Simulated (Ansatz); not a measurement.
System: SnO₂, space group Pbcn (No. 60).

The given structure:
```yaml
crystal:
  lattice:
    - [4.70341, 0.00000, 0.00000]
    - [0.00000, 5.69497, 0.00000]
    - [0.00000, 0.00000, 5.20424]
  atoms:
    - { symbol: Sn, position: [0.50000, 0.66731, 0.75000] }
    - { symbol: Sn, position: [0.00000, 0.83269, 0.25000] }
    - { symbol: Sn, position: [0.50000, 0.33269, 0.25000] }
    - { symbol: Sn, position: [0.00000, 0.16731, 0.75000] }
    - { symbol: O, position: [0.73100, 0.60491, 0.07765] }
    - { symbol: O, position: [0.23100, 0.89509, 0.92235] }
    - { symbol: O, position: [0.76900, 0.89509, 0.57765] }
    - { symbol: O, position: [0.26900, 0.60491, 0.42235] }
    - { symbol: O, position: [0.73100, 0.39509, 0.57765] }
    - { symbol: O, position: [0.23100, 0.10491, 0.42235] }
    - { symbol: O, position: [0.76900, 0.10491, 0.07765] }
    - { symbol: O, position: [0.26900, 0.39509, 0.92235] }
```

Computed with Ansatz 0.2.0: harmonic phonon frequencies at the zone centre with atoms at rest in the given cell, without the long-range term of polar modes, the three translations left out, imaginary frequencies are negative; plane waves with PAW datasets, Γ-centred k mesh. Level: LDA, no spin polarisation.

```json
{"setting": "wave cutoff", "value": "420 eV"}
{"setting": "k mesh", "value": "6×6×6"}
{"setting": "occupations", "value": "fixed"}
{"setting": "pressure", "value": "0 GPa"}
{"setting": "phonon method", "value": "linear response"}
```

Predict the zone-centre optical phonon frequencies (the three acoustic modes are left out).

No frequency is imaginary, so the structure is stable to these displacements (zone-boundary modes weren't tested here). The highest mode lies at 734.6 cm⁻¹ (without the field of polar modes).

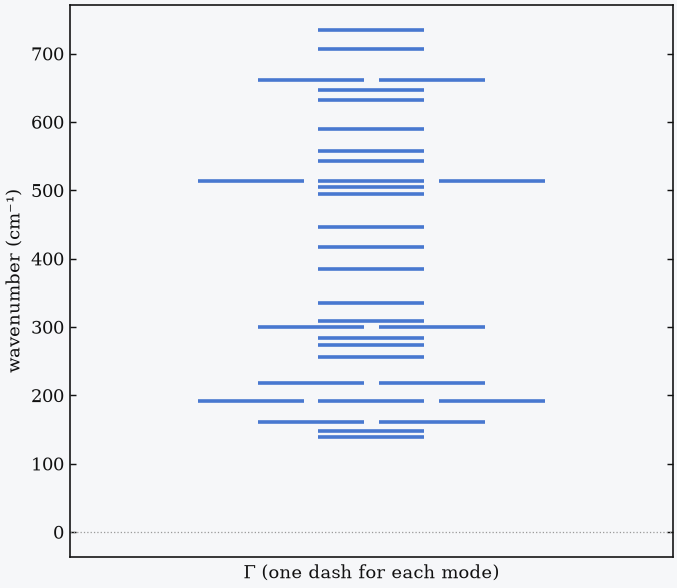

Limits of the calculation: field response not converged on the k mesh.
